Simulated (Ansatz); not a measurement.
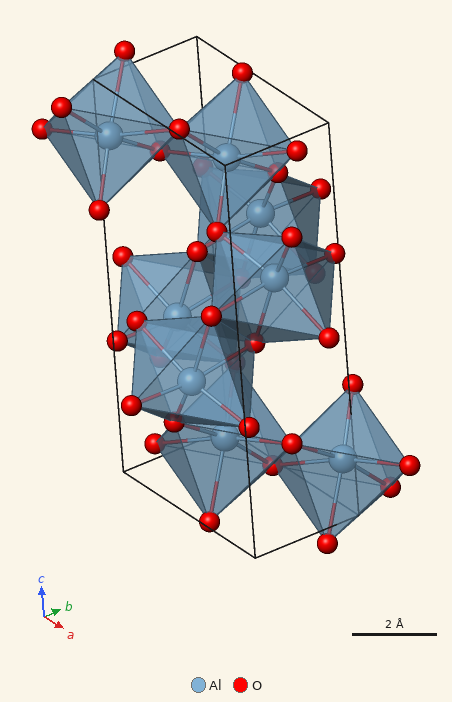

*The structure as given in the input (polyhedral view of the reduced cell, seen slightly off an axis; polyhedra are completed across the faces of the cell). An atom can appear more than once, as a periodic image.*

## Molecular dynamics, with input and output: AlO₂ (part 1 of 3)

- system: AlO₂ (Pnma, 24 atoms in the cell)
- method: DFT PBE, scalar-relativistic, plane waves, PAW, no spin polarisation (Ansatz 0.2.0)

The structure derives from an entry of the Crystallography Open Database. It belongs to a series of runs on one base structure; here: dynamics from the start.

**The input**
```yaml
accuracy: low
crystal:
  lattice:
    - [0.0, 2.886566, 4.492472]
    - [9.594782, 0.0, 4.492472]
    - [9.594782, 2.886566, 0.0]
  atoms:
    - { symbol: Al, position: [0.528, 0.424, 0.722] }
    - { symbol: Al, position: [0.972, 0.076, 0.778] }
    - { symbol: Al, position: [0.424, 0.028, 0.326] }
    - { symbol: Al, position: [0.076, 0.472, 0.174] }
    - { symbol: O, position: [0.868, 0.419, 0.382] }
    - { symbol: O, position: [0.632, 0.081, 0.118] }
    - { symbol: O, position: [0.419, 0.368, 0.331] }
    - { symbol: O, position: [0.081, 0.132, 0.169] }
    - { symbol: O, position: [0.054, 0.748, 0.196] }
    - { symbol: O, position: [0.446, 0.752, 0.304] }
    - { symbol: O, position: [0.248, 0.054, 0.502] }
    - { symbol: O, position: [0.252, 0.446, 0.998] }
    - { symbol: Al, position: [0.028, 0.924, 0.222] }
    - { symbol: Al, position: [0.472, 0.576, 0.278] }
    - { symbol: Al, position: [0.924, 0.528, 0.826] }
    - { symbol: Al, position: [0.576, 0.972, 0.674] }
    - { symbol: O, position: [0.368, 0.919, 0.882] }
    - { symbol: O, position: [0.132, 0.581, 0.618] }
    - { symbol: O, position: [0.919, 0.868, 0.831] }
    - { symbol: O, position: [0.581, 0.632, 0.669] }
    - { symbol: O, position: [0.554, 0.248, 0.696] }
    - { symbol: O, position: [0.946, 0.252, 0.804] }
    - { symbol: O, position: [0.748, 0.554, 0.002] }
    - { symbol: O, position: [0.752, 0.946, 0.498] }
basis:
  ecutwfc: 420.0
kpoints:
  mp_grid: { grid: [4, 4, 4] }
hamiltonian:
  xc: pbe
scf:
  occupations: { method: fermi_dirac, width: 0.24 }
  lower_state_search: "off"
md:
  timestep: 0.75
  n_steps: 90
  ensemble: nvt_langevin
  temperature: 2800.0
  initial_velocities: maxwell_boltzmann
  seed: 520299
  friction: 0.02
```

Launched with:
```bash
ansatz run input.yaml --threads 4 --pin off --max-ram 10240MiB --backend cpu --events-out ev --progress --plain --runs-dir out
```

**Log**
```
Warning: md: disabling space-group detection — thermal motion breaks the input geometry's symmetry, so no spatial operation reduces the k-mesh or symmetrises the density; time reversal is kept, so that k and −k are solved as one point where they differ and the mesh holds both, and exact exchange and, on two spinor components, a DFT+U term hold to it where the run has them: on two components no moment then forms, and a state that bears one, which a typed moment (crystal.atoms[].spin; refused beside efield: under a hybrid functional) reaches, can lie lower, under hf by electronvolts; crystal.symmetry.detect: false (a key that needs symmetry detection or time reversal refuses this as the deck is read) with time_reversal: false beside it drops time reversal too
band count auto-derived: 88 (N_el = 120.0; filled up to band 60; 84 by the electrons, moments and atoms)
Engine: ansatz 0.2.0, x86_64-unknown-linux-gnu
Pseudopotentials: kind: paw
Pseudopotential: Al, paw, valence charge 3, recommended cutoff 420 eV (normal), Al.paw.azcp
Pseudopotential: O, paw, valence charge 6, recommended cutoff 420 eV (normal), O.paw.azcp
Functional definition: PBE
  parameter kappa = 0.804
  parameter beta = 0.06672455060314922
  exchange = pbe_x(kappa = kappa, mu = beta*pi^2/3)
  correlation = pbe_c(beta = beta)
Crystal: 24 atoms, lattice volume = 248.847 Å³
Basis set: ecut = 420 eV, 4843 PW (Γ), exchange–correlation on 72×144×144 points (8 copies of the dense FFT grid, shifted against one another)
Bands: 88, of which v1, the nominal top of the filled ones, is band 60 counted from 1 (59 counted from 0)
Symmetry: 1 space group operations
k-points: 36 of 64 (time reversal used)
Non-local potential: Al, projectors of the file, l = 0: 2, l = 1: 2, l = 2: 1
Non-local potential: O, projectors of the file, l = 0: 2, l = 1: 2, l = 2: 1
PAW form: soft (Blöchl's): semilocal exchange-correlation on the pseudo side does not see the compensation charge
PAW one-centre angular grid: Al, 110 points (default); XC on 64 Gauss nodes
PAW one-centre angular grid: O, 110 points (default); XC on 64 Gauss nodes
Initial density: superposition of atomic densities (neutral atoms: chi_scale 0, normalization atom), corrected by the library's trained network
Initial wavefunctions: pseudopotential atomic-orbital guess
Functional: x = pbe(κ = 0.804, μ = 0.2195149727645171), c = pbe(β = 0.06672455060314922)
SCF iter   1: F=—  HF=-13389.433870 eV  |F-HF|=—  |Δ(HF+E_count)|=         —  Δρ=6.78e-3  dr2=5.65e-2  ethr=1.77e-3  ⟨swp⟩=5.7  Hψ=13313  notcnv=0  defer=467
preconditioner: auto → LDOS  [metal: Δε(μ)=0.020 eV  Ē_g=16.089 eV  σ=0.240 eV  W_gap=0.02  n_scr=58 (ndim 8)  ℏωp=25.8 eV  f_vac=0.014  D(μ)=16.87/eV (n_scr^D=176)  β→1.0]
SCF iter   2: F=—  HF=-13389.434091 eV  |F-HF|=—  |Δ(HF+E_count)|=   2.21e-4  Δρ=2.51e-3  dr2=1.13e-2  ethr=4.71e-5  ⟨swp⟩=2.5  Hψ=5896  notcnv=0  defer=478
SCF iter   3: F=—  HF=-13389.433160 eV  |F-HF|=—  |Δ(HF+E_count)|=   9.31e-4  Δρ=7.93e-4  dr2=1.15e-3  ethr=9.43e-6  ⟨swp⟩=1.0  Hψ=2508  notcnv=0  defer=478
SCF iter   4: F=—  HF=-13389.433212 eV  |F-HF|=—  |Δ(HF+E_count)|=   5.26e-5  Δρ=1.22e-4  dr2=2.63e-5  ethr=9.57e-7  ⟨swp⟩=1.0  Hψ=2508  notcnv=0  defer=478
SCF iter   5: F=—  HF=-13389.433660 eV  |F-HF|=—  |Δ(HF+E_count)|=   4.47e-4  Δρ=2.47e-5  dr2=8.32e-7  ethr=2.19e-8  ⟨swp⟩=2.0  Hψ=4153  notcnv=0  defer=478
SCF iter   6: F=—  HF=-13389.433946 eV  |F-HF|=—  |Δ(HF+E_count)|=   2.86e-4  Δρ=4.90e-6  dr2=3.23e-8  ethr=6.93e-10  ⟨swp⟩=2.0  Hψ=4692  notcnv=0  defer=478
SCF iter   7: F=-13389.433946 eV  HF=-13389.433946 eV  |F-HF|=6.66e-10  |Δ(HF+E_count)|=   2.85e-8  Δρ=1.30e-6  dr2=2.66e-9  ethr=2.00e-11  ⟨swp⟩=4.0  Hψ=9323  notcnv=0
SCF 1 converged in 7 iterations: F = -13389.433946 eV  dr2 = 2.66e-9
  greatest PAW one-centre occupation: 0.873 electrons in one spin orbital (limit 2), on the O atom at site 8 (counted from 0), in its partial waves of l = 0
md step     0: t =     0.00 fs  T =  2683.3 K  F+E_penalty+E_count = -13389.43394556 eV  E_kin = 8.324344 eV  (7 SCF iters)
Initial density: handed on by an earlier stage of this run
Initial wavefunctions: those handed on with the density
iter 1 solved again at ethr=1.92e-4 eV; its pass at ethr=3.10e-3 eV (dr2=2.31e-1 eV) is discarded
SCF iter   1: F=—  HF=-13389.428567 eV  |F-HF|=—  |Δ(HF+E_count)|=         —  Δρ=6.97e-3  dr2=2.22e-1  ethr=1.92e-4  ⟨swp⟩=3.5  Hψ=12631  notcnv=0
preconditioner: auto → LDOS  [metal: Δε(μ)=0.005 eV  Ē_g=16.096 eV  σ=0.240 eV  W_gap=0.01  n_scr=58 (ndim 8)  ℏωp=25.8 eV  f_vac=0.015  D(μ)=16.59/eV (n_scr^D=168)  β→1.0]
SCF iter   2: F=—  HF=-13389.415436 eV  |F-HF|=—  |Δ(HF+E_count)|=   1.31e-2  Δρ=2.14e-3  dr2=1.17e-2  ethr=1.85e-4  ⟨swp⟩=1.0  Hψ=3280  notcnv=0
SCF iter   3: F=—  HF=-13389.415503 eV  |F-HF|=—  |Δ(HF+E_count)|=   6.67e-5  Δρ=9.29e-4  dr2=2.53e-3  ethr=9.74e-6  ⟨swp⟩=2.9  Hψ=4901  notcnv=0
SCF iter   4: F=—  HF=-13389.415334 eV  |F-HF|=—  |Δ(HF+E_count)|=   1.69e-4  Δρ=2.99e-4  dr2=2.93e-4  ethr=2.11e-6  ⟨swp⟩=1.0  Hψ=3088  notcnv=0
SCF iter   5: F=—  HF=-13389.415332 eV  |F-HF|=—  |Δ(HF+E_count)|=   2.39e-6  Δρ=7.76e-5  dr2=1.88e-5  ethr=2.44e-7  ⟨swp⟩=1.0  Hψ=3010  notcnv=0
SCF iter   6: F=—  HF=-13389.416052 eV  |F-HF|=—  |Δ(HF+E_count)|=   7.21e-4  Δρ=2.55e-5  dr2=2.00e-6  ethr=1.57e-8  ⟨swp⟩=2.3  Hψ=5273  notcnv=0
SCF iter   7: F=—  HF=-13389.416052 eV  |F-HF|=—  |Δ(HF+E_count)|=   5.61e-8  Δρ=8.49e-6  dr2=2.24e-7  ethr=1.67e-9  ⟨swp⟩=1.1  Hψ=3012  notcnv=0
SCF iter   8: F=-13389.416052 eV  HF=-13389.416052 eV  |F-HF|=1.12e-8  |Δ(HF+E_count)|=   1.02e-8  Δρ=2.14e-6  dr2=1.45e-8  ethr=2.00e-11  ⟨swp⟩=3.0  Hψ=10281  notcnv=0
SCF 2 converged in 8 iterations: F = -13389.416052 eV  dr2 = 1.45e-8
  greatest PAW one-centre occupation: 0.873 electrons in one spin orbital (limit 2), on the O atom at site 23 (counted from 0), in its partial waves of l = 0
md step     1: t =     0.75 fs  T =  2671.7 K  F+E_penalty+E_count = -13389.41605223 eV  E_kin = 8.288304 eV  (8 SCF iters)
[... from here on the SCF iterations and repeated set-up lines of each step are left out, up to the last step ...]
md step     2: t =     1.50 fs  T =  2796.2 K  F+E_penalty+E_count = -13389.35508735 eV  E_kin = 8.674520 eV  (8 SCF iters)
md step     3: t =     2.25 fs  T =  2772.1 K  F+E_penalty+E_count = -13389.25044068 eV  E_kin = 8.599707 eV  (8 SCF iters)
md step     4: t =     3.00 fs  T =  2654.3 K  F+E_penalty+E_count = -13389.10798256 eV  E_kin = 8.234248 eV  (8 SCF iters)
md step     5: t =     3.75 fs  T =  2617.7 K  F+E_penalty+E_count = -13388.93810117 eV  E_kin = 8.120649 eV  (7 SCF iters)
md step     6: t =     4.50 fs  T =  2360.1 K  F+E_penalty+E_count = -13388.74502902 eV  E_kin = 7.321530 eV  (6 SCF iters)
md step     7: t =     5.25 fs  T =  2265.8 K  F+E_penalty+E_count = -13388.53644167 eV  E_kin = 7.028942 eV  (7 SCF iters)
md step     8: t =     6.00 fs  T =  2252.7 K  F+E_penalty+E_count = -13388.30752208 eV  E_kin = 6.988462 eV  (6 SCF iters)
md step     9: t =     6.75 fs  T =  2064.2 K  F+E_penalty+E_count = -13388.05241131 eV  E_kin = 6.403737 eV  (7 SCF iters)
md step    10: t =     7.50 fs  T =  1984.9 K  F+E_penalty+E_count = -13387.78250324 eV  E_kin = 6.157500 eV  (9 SCF iters)
md step    11: t =     8.25 fs  T =  1887.9 K  F+E_penalty+E_count = -13387.49875780 eV  E_kin = 5.856677 eV  (6 SCF iters)
md step    12: t =     9.00 fs  T =  1632.3 K  F+E_penalty+E_count = -13387.20286637 eV  E_kin = 5.063742 eV  (7 SCF iters)
md step    13: t =     9.75 fs  T =  1461.9 K  F+E_penalty+E_count = -13386.91865128 eV  E_kin = 4.535129 eV  (6 SCF iters)
md step    14: t =    10.50 fs  T =  1392.2 K  F+E_penalty+E_count = -13386.64814826 eV  E_kin = 4.318897 eV  (7 SCF iters)
md step    15: t =    11.25 fs  T =  1344.8 K  F+E_penalty+E_count = -13386.38115338 eV  E_kin = 4.171927 eV  (6 SCF iters)
md step    16: t =    12.00 fs  T =  1294.7 K  F+E_penalty+E_count = -13386.11818679 eV  E_kin = 4.016482 eV  (7 SCF iters)
md step    17: t =    12.75 fs  T =  1216.0 K  F+E_penalty+E_count = -13385.86522291 eV  E_kin = 3.772411 eV  (6 SCF iters)
md step    18: t =    13.50 fs  T =  1243.7 K  F+E_penalty+E_count = -13385.63341213 eV  E_kin = 3.858218 eV  (7 SCF iters)
md step    19: t =    14.25 fs  T =  1253.4 K  F+E_penalty+E_count = -13385.40728772 eV  E_kin = 3.888442 eV  (6 SCF iters)
md step    20: t =    15.00 fs  T =  1270.5 K  F+E_penalty+E_count = -13385.19500205 eV  E_kin = 3.941390 eV  (9 SCF iters)
md step    21: t =    15.75 fs  T =  1226.7 K  F+E_penalty+E_count = -13385.01213255 eV  E_kin = 3.805373 eV  (7 SCF iters)
md step    22: t =    16.50 fs  T =  1413.0 K  F+E_penalty+E_count = -13384.86605405 eV  E_kin = 4.383523 eV  (7 SCF iters)
md step    23: t =    17.25 fs  T =  1377.6 K  F+E_penalty+E_count = -13384.77360662 eV  E_kin = 4.273587 eV  (6 SCF iters)
md step    24: t =    18.00 fs  T =  1428.5 K  F+E_penalty+E_count = -13384.71662356 eV  E_kin = 4.431438 eV  (7 SCF iters)
md step    25: t =    18.75 fs  T =  1555.4 K  F+E_penalty+E_count = -13384.70914814 eV  E_kin = 4.825219 eV  (7 SCF iters)
md step    26: t =    19.50 fs  T =  1635.8 K  F+E_penalty+E_count = -13384.73006733 eV  E_kin = 5.074525 eV  (6 SCF iters)
md step    27: t =    20.25 fs  T =  1679.4 K  F+E_penalty+E_count = -13384.76063985 eV  E_kin = 5.210040 eV  (6 SCF iters)
md step    28: t =    21.00 fs  T =  1629.9 K  F+E_penalty+E_count = -13384.83839662 eV  E_kin = 5.056307 eV  (6 SCF iters)
md step    29: t =    21.75 fs  T =  1623.6 K  F+E_penalty+E_count = -13384.93190819 eV  E_kin = 5.036722 eV  (6 SCF iters)
md step    30: t =    22.50 fs  T =  1552.6 K  F+E_penalty+E_count = -13385.02071560 eV  E_kin = 4.816554 eV  (9 SCF iters)
md step    31: t =    23.25 fs  T =  1635.2 K  F+E_penalty+E_count = -13385.11468229 eV  E_kin = 5.072842 eV  (7 SCF iters)
md step    32: t =    24.00 fs  T =  1813.0 K  F+E_penalty+E_count = -13385.20299217 eV  E_kin = 5.624254 eV  (7 SCF iters)
md step    33: t =    24.75 fs  T =  1874.2 K  F+E_penalty+E_count = -13385.27752268 eV  E_kin = 5.814124 eV  (7 SCF iters)
md step    34: t =    25.50 fs  T =  1919.0 K  F+E_penalty+E_count = -13385.31885863 eV  E_kin = 5.953347 eV  (7 SCF iters)
md step    35: t =    26.25 fs  T =  2019.9 K  F+E_penalty+E_count = -13385.32065805 eV  E_kin = 6.266186 eV  (6 SCF iters)
md step    36: t =    27.00 fs  T =  1971.8 K  F+E_penalty+E_count = -13385.29942824 eV  E_kin = 6.117004 eV  (7 SCF iters)
md step    37: t =    27.75 fs  T =  2145.1 K  F+E_penalty+E_count = -13385.25268005 eV  E_kin = 6.654506 eV  (7 SCF iters)
md step    38: t =    28.50 fs  T =  2180.0 K  F+E_penalty+E_count = -13385.17064191 eV  E_kin = 6.762762 eV  (7 SCF iters)
md step    39: t =    29.25 fs  T =  2283.1 K  F+E_penalty+E_count = -13385.05698701 eV  E_kin = 7.082794 eV  (7 SCF iters)
md step    40: t =    30.00 fs  T =  2219.5 K  F+E_penalty+E_count = -13384.92347269 eV  E_kin = 6.885300 eV  (9 SCF iters)
md step    41: t =    30.75 fs  T =  2070.0 K  F+E_penalty+E_count = -13384.77418890 eV  E_kin = 6.421686 eV  (6 SCF iters)
md step    42: t =    31.50 fs  T =  2010.6 K  F+E_penalty+E_count = -13384.60441089 eV  E_kin = 6.237419 eV  (7 SCF iters)
md step    43: t =    32.25 fs  T =  1893.4 K  F+E_penalty+E_count = -13384.42458796 eV  E_kin = 5.873633 eV  (7 SCF iters)
md step    44: t =    33.00 fs  T =  1966.7 K  F+E_penalty+E_count = -13384.25488181 eV  E_kin = 6.101304 eV  (7 SCF iters)
md step    45: t =    33.75 fs  T =  1944.3 K  F+E_penalty+E_count = -13384.10428504 eV  E_kin = 6.031712 eV  (6 SCF iters)
md step    46: t =    34.50 fs  T =  1824.2 K  F+E_penalty+E_count = -13383.99797307 eV  E_kin = 5.659203 eV  (7 SCF iters)
md step    47: t =    35.25 fs  T =  1755.0 K  F+E_penalty+E_count = -13383.94751016 eV  E_kin = 5.444458 eV  (6 SCF iters)
md step    48: t =    36.00 fs  T =  1758.4 K  F+E_penalty+E_count = -13383.93148604 eV  E_kin = 5.455009 eV  (6 SCF iters)
md step    49: t =    36.75 fs  T =  1686.4 K  F+E_penalty+E_count = -13383.95341764 eV  E_kin = 5.231512 eV  (6 SCF iters)
md step    50: t =    37.50 fs  T =  1812.3 K  F+E_penalty+E_count = -13384.00257032 eV  E_kin = 5.622137 eV  (8 SCF iters)
md step    51: t =    38.25 fs  T =  1707.7 K  F+E_penalty+E_count = -13384.04778393 eV  E_kin = 5.297813 eV  (7 SCF iters)
md step    52: t =    39.00 fs  T =  1780.9 K  F+E_penalty+E_count = -13384.11426041 eV  E_kin = 5.524733 eV  (7 SCF iters)
md step    53: t =    39.75 fs  T =  1906.4 K  F+E_penalty+E_count = -13384.24927182 eV  E_kin = 5.914065 eV  (7 SCF iters)
md step    54: t =    40.50 fs  T =  1975.1 K  F+E_penalty+E_count = -13384.41517140 eV  E_kin = 6.127155 eV  (7 SCF iters)
md step    55: t =    41.25 fs  T =  2015.7 K  F+E_penalty+E_count = -13384.55060389 eV  E_kin = 6.253247 eV  (7 SCF iters)
md step    56: t =    42.00 fs  T =  2042.2 K  F+E_penalty+E_count = -13384.63018535 eV  E_kin = 6.335531 eV  (6 SCF iters)
md step    57: t =    42.75 fs  T =  1967.0 K  F+E_penalty+E_count = -13384.64942700 eV  E_kin = 6.102145 eV  (6 SCF iters)
md step    58: t =    43.50 fs  T =  2029.2 K  F+E_penalty+E_count = -13384.63245988 eV  E_kin = 6.295191 eV  (6 SCF iters)
md step    59: t =    44.25 fs  T =  2057.0 K  F+E_penalty+E_count = -13384.57729575 eV  E_kin = 6.381204 eV  (6 SCF iters)
md step    60: t =    45.00 fs  T =  2038.2 K  F+E_penalty+E_count = -13384.47022864 eV  E_kin = 6.322859 eV  (9 SCF iters)
md step    61: t =    45.75 fs  T =  1912.5 K  F+E_penalty+E_count = -13384.32068211 eV  E_kin = 5.932950 eV  (6 SCF iters)
md step    62: t =    46.50 fs  T =  1849.9 K  F+E_penalty+E_count = -13384.13288477 eV  E_kin = 5.738755 eV  (6 SCF iters)
md step    63: t =    47.25 fs  T =  1782.8 K  F+E_penalty+E_count = -13383.94864196 eV  E_kin = 5.530783 eV  (7 SCF iters)
md step    64: t =    48.00 fs  T =  1763.7 K  F+E_penalty+E_count = -13383.79695839 eV  E_kin = 5.471452 eV  (7 SCF iters)
md step    65: t =    48.75 fs  T =  1923.4 K  F+E_penalty+E_count = -13383.65509671 eV  E_kin = 5.966724 eV  (6 SCF iters)
md step    66: t =    49.50 fs  T =  1949.5 K  F+E_penalty+E_count = -13383.53431404 eV  E_kin = 6.047862 eV  (6 SCF iters)
md step    67: t =    50.25 fs  T =  1871.8 K  F+E_penalty+E_count = -13383.45118939 eV  E_kin = 5.806818 eV  (6 SCF iters)
md step    68: t =    51.00 fs  T =  1938.6 K  F+E_penalty+E_count = -13383.41262024 eV  E_kin = 6.013857 eV  (7 SCF iters)
md step    69: t =    51.75 fs  T =  1864.1 K  F+E_penalty+E_count = -13383.42343884 eV  E_kin = 5.782831 eV  (6 SCF iters)
md step    70: t =    52.50 fs  T =  1954.2 K  F+E_penalty+E_count = -13383.46812364 eV  E_kin = 6.062279 eV  (9 SCF iters)
md step    71: t =    53.25 fs  T =  2030.7 K  F+E_penalty+E_count = -13383.54596575 eV  E_kin = 6.299668 eV  (6 SCF iters)
md step    72: t =    54.00 fs  T =  2078.1 K  F+E_penalty+E_count = -13383.62770457 eV  E_kin = 6.446854 eV  (6 SCF iters)
md step    73: t =    54.75 fs  T =  2142.5 K  F+E_penalty+E_count = -13383.68930368 eV  E_kin = 6.646598 eV  (6 SCF iters)
md step    74: t =    55.50 fs  T =  2177.9 K  F+E_penalty+E_count = -13383.76595708 eV  E_kin = 6.756361 eV  (6 SCF iters)
md step    75: t =    56.25 fs  T =  2096.8 K  F+E_penalty+E_count = -13383.86449702 eV  E_kin = 6.504686 eV  (7 SCF iters)
md step    76: t =    57.00 fs  T =  2016.6 K  F+E_penalty+E_count = -13383.98874797 eV  E_kin = 6.255875 eV  (6 SCF iters)
md step    77: t =    57.75 fs  T =  2177.3 K  F+E_penalty+E_count = -13384.15339833 eV  E_kin = 6.754606 eV  (7 SCF iters)
md step    78: t =    58.50 fs  T =  2228.6 K  F+E_penalty+E_count = -13384.34200976 eV  E_kin = 6.913653 eV  (7 SCF iters)
md step    79: t =    59.25 fs  T =  2252.5 K  F+E_penalty+E_count = -13384.54039285 eV  E_kin = 6.987902 eV  (7 SCF iters)
md step    80: t =    60.00 fs  T =  2267.3 K  F+E_penalty+E_count = -13384.74319098 eV  E_kin = 7.033609 eV  (9 SCF iters)
md step    81: t =    60.75 fs  T =  2264.9 K  F+E_penalty+E_count = -13384.93169292 eV  E_kin = 7.026337 eV  (7 SCF iters)
md step    82: t =    61.50 fs  T =  2323.3 K  F+E_penalty+E_count = -13385.10000665 eV  E_kin = 7.207410 eV  (7 SCF iters)
md step    83: t =    62.25 fs  T =  2461.1 K  F+E_penalty+E_count = -13385.23639446 eV  E_kin = 7.634837 eV  (7 SCF iters)
md step    84: t =    63.00 fs  T =  2394.7 K  F+E_penalty+E_count = -13385.33460672 eV  E_kin = 7.428939 eV  (7 SCF iters)
md step    85: t =    63.75 fs  T =  2346.4 K  F+E_penalty+E_count = -13385.40146755 eV  E_kin = 7.278958 eV  (6 SCF iters)
md step    86: t =    64.50 fs  T =  2417.9 K  F+E_penalty+E_count = -13385.41680995 eV  E_kin = 7.500884 eV  (7 SCF iters)
md step    87: t =    65.25 fs  T =  2387.4 K  F+E_penalty+E_count = -13385.37749965 eV  E_kin = 7.406382 eV  (6 SCF iters)
md step    88: t =    66.00 fs  T =  2311.9 K  F+E_penalty+E_count = -13385.30244160 eV  E_kin = 7.171936 eV  (7 SCF iters)
md step    89: t =    66.75 fs  T =  2296.3 K  F+E_penalty+E_count = -13385.18933336 eV  E_kin = 7.123769 eV  (6 SCF iters)
preconditioner: auto → LDOS  [metal: Δε(μ)=0.004 eV  Ē_g=16.198 eV  σ=0.240 eV  W_gap=0.00  n_scr=58 (ndim 8)  ℏωp=25.8 eV  f_vac=0.045  D(μ)=13.19/eV (n_scr^D=126)  β→1.0]
[...]
SCF iter   3: F=—  HF=-13385.040207 eV  |F-HF|=—  |Δ(HF+E_count)|=   1.05e-4  Δρ=1.12e-3  dr2=3.82e-3  ethr=1.09e-5  ⟨swp⟩=2.0  Hψ=4691  notcnv=0
SCF iter   4: F=—  HF=-13385.039762 eV  |F-HF|=—  |Δ(HF+E_count)|=   4.45e-4  Δρ=2.92e-4  dr2=2.52e-4  ethr=3.19e-6  ⟨swp⟩=2.0  Hψ=4708  notcnv=0
SCF iter   5: F=—  HF=-13385.039762 eV  |F-HF|=—  |Δ(HF+E_count)|=   3.32e-7  Δρ=9.58e-5  dr2=3.03e-5  ethr=2.10e-7  ⟨swp⟩=1.0  Hψ=3168  notcnv=0
SCF iter   6: F=—  HF=-13385.039821 eV  |F-HF|=—  |Δ(HF+E_count)|=   5.89e-5  Δρ=3.23e-5  dr2=3.21e-6  ethr=2.52e-8  ⟨swp⟩=1.0  Hψ=3168  notcnv=0
SCF iter   7: F=—  HF=-13385.040107 eV  |F-HF|=—  |Δ(HF+E_count)|=   2.86e-4  Δρ=1.11e-5  dr2=3.58e-7  ethr=2.67e-9  ⟨swp⟩=1.0  Hψ=3168  notcnv=0
SCF iter   8: F=—  HF=-13385.040107 eV  |F-HF|=—  |Δ(HF+E_count)|=   1.83e-8  Δρ=4.03e-6  dr2=4.97e-8  ethr=2.98e-10  ⟨swp⟩=2.3  Hψ=4597  notcnv=0
SCF iter   9: F=-13385.040107 eV  HF=-13385.040107 eV  |F-HF|=5.10e-9  |Δ(HF+E_count)|=  8.37e-11  Δρ=1.39e-6  dr2=5.92e-9  ethr=2.00e-11  ⟨swp⟩=4.0  Hψ=8480  notcnv=0
SCF 91 converged in 9 iterations: F = -13385.040107 eV  dr2 = 5.92e-9
md step    90: t =    67.50 fs  T =  2248.4 K  F+E_penalty+E_count = -13385.04010703 eV  E_kin = 6.975015 eV  (9 SCF iters)
```
